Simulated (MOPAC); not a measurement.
# Geometry relaxation of C₄H₉ (charge +1) (part 2 of 3)

The same run, continued: C₄H₉, charge +1; PM6-D3H4X, closed shell, dispersion D3H4X (MOPAC 23.2.5). The starting geometry was optimised with PM6-D3H4X.

Geometry of the input (Å):
```
C  -1.0447  1.7027  -0.5462
C  -0.6113  0.2957  -0.5487
C  0.4910  -0.0073  0.4826
C  0.9123  -1.4785  0.4500
H  -1.8116  2.0210  -1.2295
H  -0.6072  2.4163  0.1271
H  -0.2365  0.0372  -1.5746
H  -1.5014  -0.3546  -0.3377
H  0.1137  0.2446  1.5027
H  1.3785  0.6343  0.2653
H  1.3065  -1.7460  -0.5553
H  0.0443  -2.1349  0.6808
H  1.7085  -1.6584  1.2063
```

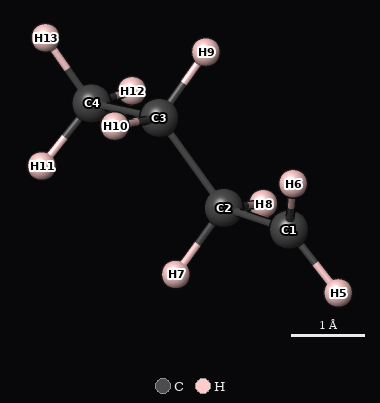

Fig. 1: The geometry at step 13 of the log (ball-and-stick view, seen at a tilt; atoms are numbered from 1 in the order of the input).

**Trajectory as extended XYZ, continued**
```
13
Properties=species:S:1:pos:R:3:forces:R:3 step=4 energy=9.22181
C    -1.0443    1.6753   -0.5620    0.1934   0.2032   0.4482
C    -0.6095    0.3399   -0.5233    0.0726  -0.1080   0.0595
C     0.4986   -0.0054    0.4910   -0.0770  -0.0050   0.2107
C     0.9033   -1.4758    0.4367   -0.1501   0.1884   0.1779
H    -1.8219    2.0192   -1.2452   -0.2821   0.1011  -0.2921
H    -0.6036    2.4282    0.1362   -0.0477  -0.0042  -0.1041
H    -0.2531    0.0104   -1.5684   -0.0455  -0.1610  -0.2051
H    -1.5067   -0.3811   -0.3808    0.0404  -0.0440  -0.0700
H     0.1222    0.2370    1.5237    0.0937  -0.0676  -0.0515
H     1.3899    0.6307    0.2717    0.1280   0.0154   0.0335
H     1.3077   -1.7552   -0.5520    0.0754  -0.0679  -0.2369
H     0.0480   -2.1424    0.6901   -0.0209  -0.0390  -0.0025
H     1.7098   -1.6607    1.1936    0.0196  -0.0112   0.0324
13
Properties=species:S:1:pos:R:3:forces:R:3 step=5 energy=9.21826
C    -1.0416    1.6738   -0.5517   -0.2096   0.2505  -0.1984
C    -0.6090    0.3413   -0.5148    0.0790  -0.2756  -0.4505
C     0.4970   -0.0066    0.4920    0.0994   0.0982   0.0735
C     0.9008   -1.4694    0.4390    0.0544  -0.2274  -0.1366
H    -1.8260    2.0203   -1.2627    0.0541  -0.0707   0.0832
H    -0.6042    2.4293    0.1240    0.0341   0.1619   0.0952
H    -0.2552    0.0009   -1.5851   -0.1610   0.0265   0.2480
H    -1.5052   -0.3837   -0.3932    0.0512  -0.0464  -0.0366
H     0.1252    0.2345    1.5160    0.0174  -0.0001   0.2018
H     1.3934    0.6307    0.2736    0.0602  -0.0178   0.0337
H     1.3081   -1.7579   -0.5651   -0.0628   0.0571   0.1493
H     0.0480   -2.1443    0.6903    0.0284   0.0217  -0.0157
H     1.7112   -1.6616    1.1946   -0.0449   0.0222  -0.0469
13
Properties=species:S:1:pos:R:3:forces:R:3 step=6 energy=9.21196
C    -1.0433    1.6775   -0.5530   -0.0497   0.0267  -0.1165
C    -0.6086    0.3370   -0.5244    0.0743   0.0961   0.0648
C     0.4988   -0.0038    0.4998   -0.0363  -0.0227  -0.1678
C     0.9006   -1.4723    0.4331   -0.0062   0.0001   0.2467
H    -1.8276    2.0198   -1.2642    0.0524  -0.0395   0.0818
H    -0.6031    2.4352    0.1307   -0.0442   0.0107  -0.0198
H    -0.2583   -0.0016   -1.5794   -0.0723  -0.0370   0.0377
H    -1.5050   -0.3856   -0.3908    0.0574  -0.0236  -0.0335
H     0.1267    0.2350    1.5281    0.0407  -0.0251   0.0293
H     1.3950    0.6302    0.2714    0.0260  -0.0201   0.0757
H     1.3070   -1.7579   -0.5600   -0.0075   0.0124  -0.0746
H     0.0482   -2.1438    0.6948    0.0224   0.0166  -0.0494
H     1.7114   -1.6609    1.1929   -0.0569   0.0055  -0.0745
13
Properties=species:S:1:pos:R:3:forces:R:3 step=7 energy=9.21078
C    -1.0452    1.6795   -0.5554    0.0990  -0.0696   0.0624
C    -0.6071    0.3382   -0.5235   -0.0173   0.1332   0.0042
C     0.4986   -0.0046    0.4939   -0.0390   0.0117   0.1776
C     0.9010   -1.4737    0.4396   -0.0254   0.0464  -0.1673
H    -1.8271    2.0186   -1.2596   -0.0491   0.0077  -0.0247
H    -0.6039    2.4364    0.1324   -0.0610  -0.0130  -0.0587
H    -0.2602   -0.0025   -1.5766   -0.0519  -0.0418  -0.0253
H    -1.5038   -0.3869   -0.3929    0.0581  -0.0029  -0.0197
H     0.1276    0.2336    1.5314    0.0740  -0.0423  -0.1245
H     1.3959    0.6296    0.2755    0.0383  -0.0141   0.0392
H     1.3069   -1.7571   -0.5633   -0.0499   0.0281   0.0741
H     0.0489   -2.1437    0.6914   -0.0284  -0.0257  -0.0003
H     1.7106   -1.6610    1.1885    0.0526  -0.0179   0.0629
13
Properties=species:S:1:pos:R:3:forces:R:3 step=8 energy=9.20921
C    -1.0449    1.6787   -0.5561    0.0541  -0.0024   0.0371
C    -0.6070    0.3415   -0.5219    0.0268  -0.0432  -0.0038
C     0.4983   -0.0046    0.4974    0.0330  -0.0046  -0.0722
C     0.9007   -1.4732    0.4374   -0.0321   0.0236  -0.0499
H    -1.8277    2.0172   -1.2569   -0.0858   0.0139  -0.0649
H    -0.6053    2.4365    0.1255   -0.0160   0.0520   0.0098
H    -0.2632   -0.0061   -1.5749   -0.0379  -0.0279  -0.0229
H    -1.5021   -0.3882   -0.3958    0.0554   0.0081  -0.0066
H     0.1301    0.2316    1.5246   -0.0142   0.0051   0.1184
H     1.3976    0.6285    0.2800    0.0346  -0.0081   0.0253
H     1.3058   -1.7566   -0.5617   -0.0214   0.0191  -0.0062
H     0.0491   -2.1443    0.6905   -0.0252  -0.0207  -0.0025
H     1.7111   -1.6614    1.1882    0.0285  -0.0149   0.0384
13
Properties=species:S:1:pos:R:3:forces:R:3 step=9 energy=9.20844
C    -1.0440    1.6781   -0.5548   -0.0320   0.0465  -0.0575
C    -0.6068    0.3413   -0.5215    0.0405  -0.0318  -0.0134
C     0.4985   -0.0044    0.4961    0.0144   0.0105   0.0540
C     0.8998   -1.4721    0.4356    0.0062  -0.0329   0.0736
H    -1.8295    2.0172   -1.2597   -0.0143  -0.0190   0.0062
H    -0.6060    2.4380    0.1244   -0.0099   0.0476   0.0182
H    -0.2647   -0.0081   -1.5754   -0.0351  -0.0165  -0.0147
H    -1.5008   -0.3884   -0.3967    0.0341  -0.0059   0.0023
H     0.1307    0.2314    1.5288    0.0122  -0.0150   0.0097
H     1.3986    0.6280    0.2823    0.0295   0.0003   0.0140
H     1.3051   -1.7560   -0.5608   -0.0032   0.0072  -0.0470
H     0.0486   -2.1450    0.6908   -0.0054   0.0041  -0.0143
H     1.7117   -1.6618    1.1906   -0.0369   0.0049  -0.0310
13
Properties=species:S:1:pos:R:3:forces:R:3 step=10 energy=9.20782
C    -1.0441    1.6787   -0.5570   -0.0052   0.0413   0.0049
C    -0.6062    0.3411   -0.5215    0.0712   0.0210  -0.0009
C     0.4993   -0.0036    0.4998   -0.0061  -0.0119  -0.0376
C     0.8992   -1.4724    0.4353    0.0239  -0.0198   0.0112
H    -1.8318    2.0163   -1.2611    0.0099  -0.0233   0.0140
H    -0.6068    2.4421    0.1251   -0.0387  -0.0213  -0.0452
H    -0.2678   -0.0115   -1.5776   -0.0271   0.0039   0.0362
H    -1.4987   -0.3892   -0.3968    0.0222  -0.0075   0.0125
H     0.1322    0.2302    1.5329    0.0048  -0.0084  -0.0058
H     1.4007    0.6275    0.2846    0.0064  -0.0034   0.0220
H     1.3040   -1.7552   -0.5653   -0.0327   0.0302   0.0295
H     0.0482   -2.1456    0.6898   -0.0023   0.0073  -0.0152
H     1.7119   -1.6621    1.1883   -0.0263  -0.0082  -0.0256
13
Properties=species:S:1:pos:R:3:forces:R:3 step=11 energy=9.20718
C    -1.0449    1.6799   -0.5580    0.0087  -0.0277  -0.0107
C    -0.6042    0.3427   -0.5207    0.0213   0.0184   0.0028
C     0.4993   -0.0037    0.5005    0.0212  -0.0070  -0.0063
C     0.8991   -1.4734    0.4353   -0.0203   0.0320  -0.0188
H    -1.8337    2.0142   -1.2616    0.0016  -0.0217   0.0041
H    -0.6088    2.4446    0.1203   -0.0214   0.0042  -0.0146
H    -0.2715   -0.0150   -1.5763   -0.0072   0.0146   0.0240
H    -1.4963   -0.3908   -0.3966    0.0256   0.0147   0.0215
H     0.1339    0.2284    1.5350   -0.0084  -0.0066  -0.0165
H     1.4028    0.6267    0.2901   -0.0043  -0.0043   0.0077
H     1.3023   -1.7531   -0.5649   -0.0135   0.0124  -0.0170
H     0.0480   -2.1460    0.6874   -0.0169  -0.0058  -0.0009
H     1.7114   -1.6627    1.1848    0.0136  -0.0233   0.0246
13
Properties=species:S:1:pos:R:3:forces:R:3 step=12 energy=9.20688
C    -1.0454    1.6801   -0.5602    0.0284  -0.0358   0.0227
C    -0.6019    0.3442   -0.5194   -0.0250   0.0129   0.0308
C     0.4999   -0.0043    0.5016    0.0358   0.0319   0.0133
C     0.8981   -1.4727    0.4340    0.0253  -0.0373  -0.0202
H    -1.8356    2.0112   -1.2614   -0.0211  -0.0161  -0.0260
H    -0.6113    2.4476    0.1152   -0.0087   0.0112  -0.0020
H    -0.2754   -0.0175   -1.5723    0.0271   0.0016  -0.0395
H    -1.4930   -0.3914   -0.3937    0.0110   0.0207   0.0292
H     0.1352    0.2261    1.5359   -0.0283   0.0009   0.0049
H     1.4047    0.6257    0.2968    0.0007   0.0064  -0.0122
H     1.3004   -1.7506   -0.5686   -0.0150   0.0148   0.0226
H     0.0472   -2.1469    0.6848   -0.0073   0.0046  -0.0019
H     1.7113   -1.6647    1.1853   -0.0229  -0.0156  -0.0216
13
Properties=species:S:1:pos:R:3:forces:R:3 step=13 energy=9.20650
C    -1.0453    1.6796   -0.5610   -0.0024   0.0025   0.0031
C    -0.6012    0.3448   -0.5183   -0.0033  -0.0108   0.0083
C     0.5006   -0.0033    0.5027    0.0253  -0.0219   0.0127
C     0.8978   -1.4735    0.4333    0.0074   0.0207  -0.0101
H    -1.8368    2.0090   -1.2636   -0.0020  -0.0234  -0.0095
H    -0.6128    2.4494    0.1124   -0.0041   0.0116   0.0010
H    -0.2764   -0.0179   -1.5732    0.0227   0.0076  -0.0077
H    -1.4912   -0.3905   -0.3897   -0.0022   0.0092   0.0240
H     0.1349    0.2251    1.5370   -0.0260   0.0030   0.0061
H     1.4054    0.6255    0.2996    0.0137   0.0178  -0.0177
H     1.2993   -1.7485   -0.5691   -0.0023   0.0033  -0.0049
H     0.0465   -2.1471    0.6824   -0.0144   0.0008   0.0035
H     1.7106   -1.6663    1.1837   -0.0127  -0.0203  -0.0090
13
Properties=species:S:1:pos:R:3:forces:R:3 step=14 energy=9.20614
C    -1.0454    1.6794   -0.5628   -0.0218   0.0139  -0.0098
C    -0.5997    0.3454   -0.5168    0.0138  -0.0263   0.0021
C     0.5020   -0.0043    0.5056    0.0040   0.0612  -0.0123
C     0.8974   -1.4730    0.4318   -0.0288  -0.0153   0.0025
H    -1.8383    2.0041   -1.2680    0.0197  -0.0250   0.0088
H    -0.6154    2.4523    0.1082   -0.0016   0.0116   0.0011
H    -0.2768   -0.0171   -1.5740    0.0117   0.0075   0.0360
H    -1.4888   -0.3885   -0.3799   -0.0132  -0.0004   0.0026
H     0.1329    0.2238    1.5396   -0.0062  -0.0031  -0.0118
H     1.4065    0.6266    0.3020   -0.0039  -0.0003   0.0000
H     1.2974   -1.7448   -0.5705    0.0132  -0.0090  -0.0408
H     0.0447   -2.1472    0.6786   -0.0023   0.0099   0.0020
H     1.7089   -1.6702    1.1802    0.0154  -0.0246   0.0198
13
Properties=species:S:1:pos:R:3:forces:R:3 step=15 energy=9.20589
C    -1.0457    1.6791   -0.5643   -0.0228   0.0113  -0.0075
C    -0.5981    0.3454   -0.5148   -0.0175   0.0084  -0.0075
C     0.5029   -0.0025    0.5069    0.0128  -0.0302  -0.0046
C     0.8968   -1.4740    0.4303   -0.0083   0.0463   0.0036
H    -1.8389    1.9995   -1.2714    0.0236  -0.0203   0.0134
H    -0.6175    2.4547    0.1050   -0.0023   0.0096  -0.0010
H    -0.2766   -0.0161   -1.5717    0.0153  -0.0086   0.0213
H    -1.4873   -0.3872   -0.3727   -0.0174  -0.0068  -0.0077
H     0.1312    0.2226    1.5402    0.0058   0.0017   0.0008
H     1.4071    0.6274    0.3044    0.0106   0.0065   0.0032
H     1.2964   -1.7423   -0.5740    0.0086  -0.0086  -0.0121
H     0.0434   -2.1469    0.6756   -0.0090   0.0066   0.0008
H     1.7078   -1.6742    1.1797    0.0006  -0.0157  -0.0028
13
Properties=species:S:1:pos:R:3:forces:R:3 step=16 energy=9.20575
C    -1.0459    1.6792   -0.5647   -0.0079   0.0034   0.0056
C    -0.5982    0.3457   -0.5142   -0.0089   0.0028   0.0018
C     0.5035   -0.0026    0.5072   -0.0047  -0.0133  -0.0020
C     0.8965   -1.4735    0.4299    0.0031   0.0149  -0.0018
H    -1.8386    1.9976   -1.2718    0.0065  -0.0088   0.0000
H    -0.6179    2.4556    0.1038   -0.0019   0.0089  -0.0006
H    -0.2761   -0.0167   -1.5702    0.0165  -0.0102   0.0086
H    -1.4873   -0.3872   -0.3723   -0.0163  -0.0047  -0.0062
H     0.1310    0.2223    1.5403    0.0080   0.0019   0.0037
H     1.4075    0.6276    0.3055    0.0121   0.0085   0.0001
H     1.2963   -1.7421   -0.5749    0.0037  -0.0038  -0.0011
H     0.0429   -2.1466    0.6750   -0.0078   0.0094  -0.0017
H     1.7075   -1.6759    1.1791   -0.0025  -0.0089  -0.0066
13
Properties=species:S:1:pos:R:3:forces:R:3 step=17 energy=9.20564
C    -1.0461    1.6793   -0.5650    0.0048  -0.0033   0.0097
C    -0.5983    0.3459   -0.5129   -0.0079   0.0024   0.0046
C     0.5039   -0.0026    0.5078    0.0021   0.0123   0.0011
C     0.8963   -1.4728    0.4290    0.0090  -0.0154  -0.0047
H    -1.8381    1.9948   -1.2734   -0.0038   0.0015  -0.0035
H    -0.6185    2.4575    0.1021   -0.0057   0.0010  -0.0043
H    -0.2750   -0.0180   -1.5674    0.0165  -0.0097  -0.0080
H    -1.4878   -0.3874   -0.3724   -0.0109   0.0007  -0.0012
H     0.1310    0.2220    1.5407    0.0117   0.0011   0.0080
H     1.4084    0.6285    0.3066   -0.0041  -0.0021   0.0021
H     1.2963   -1.7422   -0.5760   -0.0019   0.0034   0.0052
H     0.0421   -2.1454    0.6741   -0.0084   0.0078  -0.0045
H     1.7070   -1.6785    1.1777   -0.0012   0.0004  -0.0044
13
Properties=species:S:1:pos:R:3:forces:R:3 step=18 energy=9.20559
C    -1.0462    1.6793   -0.5653    0.0079  -0.0113   0.0041
C    -0.5984    0.3461   -0.5120    0.0023  -0.0065   0.0042
C     0.5044   -0.0022    0.5086   -0.0071   0.0075   0.0012
C     0.8962   -1.4728    0.4282    0.0079  -0.0118  -0.0004
H    -1.8380    1.9927   -1.2745   -0.0114   0.0073  -0.0071
H    -0.6192    2.4588    0.1001   -0.0023   0.0027   0.0012
H    -0.2741   -0.0192   -1.5663    0.0113  -0.0041  -0.0009
H    -1.4881   -0.3873   -0.3718   -0.0048   0.0049  -0.0005
H     0.1312    0.2218    1.5419    0.0156  -0.0013   0.0001
H     1.4089    0.6288    0.3078   -0.0059  -0.0017   0.0015
H     1.2961   -1.7418   -0.5769   -0.0028   0.0059   0.0059
H     0.0413   -2.1444    0.6729   -0.0087   0.0045  -0.0049
H     1.7067   -1.6803    1.1767   -0.0018   0.0038  -0.0045
13
Properties=species:S:1:pos:R:3:forces:R:3 step=19 energy=9.20555
C    -1.0462    1.6791   -0.5657    0.0022  -0.0033  -0.0026
C    -0.5983    0.3460   -0.5109    0.0053   0.0015  -0.0002
C     0.5047   -0.0019    0.5093   -0.0059  -0.0014   0.0022
C     0.8962   -1.4726    0.4276   -0.0023  -0.0073   0.0001
H    -1.8381    1.9913   -1.2760   -0.0044   0.0050   0.0010
H    -0.6199    2.4604    0.0986   -0.0033  -0.0061  -0.0019
H    -0.2731   -0.0204   -1.5647    0.0085  -0.0020  -0.0025
H    -1.4885   -0.3869   -0.3712   -0.0044   0.0030   0.0021
H     0.1318    0.2215    1.5427    0.0139  -0.0013   0.0030
H     1.4091    0.6291    0.3090   -0.0049   0.0010  -0.0010
H     1.2958   -1.7411   -0.5775   -0.0007   0.0060  -0.0018
H     0.0402   -2.1433    0.6712   -0.0069   0.0009  -0.0027
H     1.7064   -1.6818    1.1753    0.0029   0.0041   0.0042
13
Properties=species:S:1:pos:R:3:forces:R:3 step=20 energy=9.20552
C    -1.0462    1.6789   -0.5660   -0.0016   0.0001  -0.0059
C    -0.5983    0.3459   -0.5106    0.0047  -0.0036  -0.0030
C     0.5047   -0.0018    0.5098    0.0003  -0.0036   0.0007
C     0.8962   -1.4728    0.4273   -0.0057   0.0054   0.0027
H    -1.8383    1.9912   -1.2762   -0.0029   0.0021   0.0013
H    -0.6202    2.4606    0.0978   -0.0003  -0.0045   0.0013
H    -0.2721   -0.0211   -1.5642    0.0039   0.0008   0.0032
H    -1.4891   -0.3865   -0.3710   -0.0001   0.0040   0.0013
H     0.1327    0.2215    1.5436    0.0115  -0.0024  -0.0014
H     1.4090    0.6293    0.3091   -0.0058  -0.0004  -0.0002
H     1.2957   -1.7406   -0.5779    0.0011   0.0046  -0.0024
H     0.0395   -2.1426    0.6701   -0.0048  -0.0042  -0.0003
H     1.7064   -1.6820    1.1751   -0.0002   0.0018   0.0026
13
Properties=species:S:1:pos:R:3:forces:R:3 step=21 energy=9.20550
C    -1.0461    1.6788   -0.5662   -0.0039   0.0019  -0.0044
C    -0.5983    0.3457   -0.5105    0.0021   0.0003  -0.0028
C     0.5046   -0.0018    0.5099    0.0006  -0.0039  -0.0001
C     0.8962   -1.4728    0.4273   -0.0081   0.0059   0.0018
H    -1.8385    1.9916   -1.2761    0.0000  -0.0016   0.0015
H    -0.6202    2.4602    0.0978    0.0012  -0.0033   0.0018
H    -0.2713   -0.0214   -1.5638    0.0010   0.0006   0.0032
H    -1.4896   -0.3860   -0.3708    0.0013   0.0021   0.0005
H     0.1338    0.2214    1.5440    0.0062  -0.0014  -0.0012
H     1.4086    0.6293    0.3089   -0.0003   0.0020  -0.0011
H     1.2957   -1.7400   -0.5780    0.0020   0.0023  -0.0021
H     0.0389   -2.1424    0.6694    0.0008  -0.0038   0.0008
H     1.7064   -1.6817    1.1751   -0.0028  -0.0010   0.0020
13
Properties=species:S:1:pos:R:3:forces:R:3 step=22 energy=9.20549
C    -1.0462    1.6787   -0.5663   -0.0027   0.0020  -0.0007
C    -0.5982    0.3456   -0.5106   -0.0003   0.0010  -0.0009
C     0.5046   -0.0018    0.5100    0.0016   0.0001  -0.0006
C     0.8961   -1.4727    0.4273   -0.0039   0.0031   0.0001
H    -1.8386    1.9917   -1.2760    0.0003  -0.0020   0.0004
H    -0.6203    2.4599    0.0980    0.0009  -0.0018   0.0011
H    -0.2709   -0.0216   -1.5636    0.0003  -0.0003   0.0009
H    -1.4898   -0.3857   -0.3705    0.0012   0.0008  -0.0001
H     0.1343    0.2213    1.5442    0.0030   0.0001  -0.0004
H     1.4085    0.6294    0.3086    0.0009   0.0009  -0.0007
H     1.2958   -1.7396   -0.5781    0.0016   0.0007  -0.0002
H     0.0388   -2.1425    0.6692    0.0021  -0.0029   0.0009
H     1.7063   -1.6817    1.1752   -0.0051  -0.0017   0.0002
```
